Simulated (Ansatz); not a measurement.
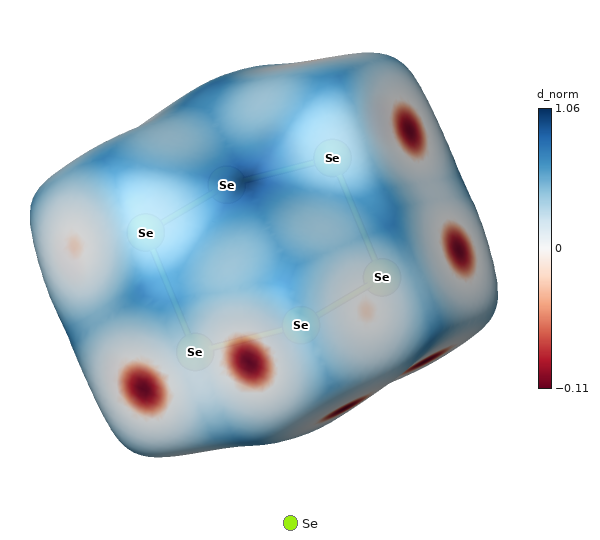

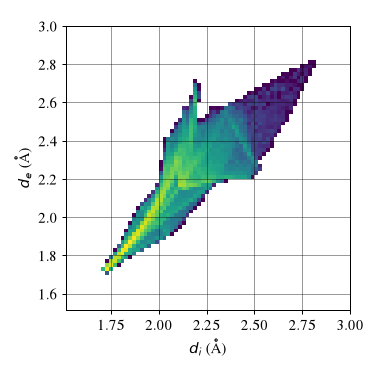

Hirshfeld surface computed for the Se₆ molecule in Se in space group R-3, coloured by d_norm. The second picture is its fingerprint plot, coloured by area on a logarithmic scale (dark little, yellow much).

The surface is where the fragment's share of the procrystal density (the sum of the densities of spherically averaged neutral Hartree-Fock atoms) equals one half. d_i and d_e are the distances from the surface to the nearest nucleus inside and outside; d_norm adds both, each measured against its van der Waals radius (Alvarez: Se 1.82 Å), so red marks contacts shorter than the sum of radii, white equal and blue longer.

The cell is taken from coordinates from a relaxation with DFT r2SCAN, scalar-relativistic, plane waves, PAW in Ansatz 0.2.0.

```
Se
1.0
    11.36417    0.00000    0.00000
    -5.68209    9.84166    0.00000
     0.00000    0.00000    4.78486
Se
18
Direct
  0.82877 0.53628 0.44452
  0.13039 0.62583 0.77785
  0.04084 0.83790 0.11119
  0.83790 0.79706 0.88881
  0.53628 0.70751 0.55548
  0.62583 0.49544 0.22215
  0.49544 0.86961 0.77785
  0.79706 0.95916 0.11119
  0.70751 0.17123 0.44452
  0.50456 0.13039 0.22215
  0.20294 0.04084 0.88881
  0.29249 0.82877 0.55548
  0.16210 0.20294 0.11119
  0.46372 0.29249 0.44452
  0.37417 0.50456 0.77785
  0.17123 0.46372 0.55548
  0.86961 0.37417 0.22215
  0.95916 0.16210 0.88881
```

**Which contact with the surroundings is the closest relative to the atoms' sizes?**

Se···Se at 3.44 Å, 95 % of the sum of the van der Waals radii.

**How is the surface shared among contacts (both directions of a pair summed)?**

Se···Se 100 %.

**Give the size and shape of the surface.**

It encloses about 171 Å³, has an area of about 164 Å² and a globularity of 0.91 (1 for a sphere).

**Where does the fingerprint reach closest to the origin?**

The smallest d_i + d_e is about 3.4 Å, which belongs to the shortest contact, Se···Se at 3.44 Å; d_e runs from 1.72 to 2.79 Å.
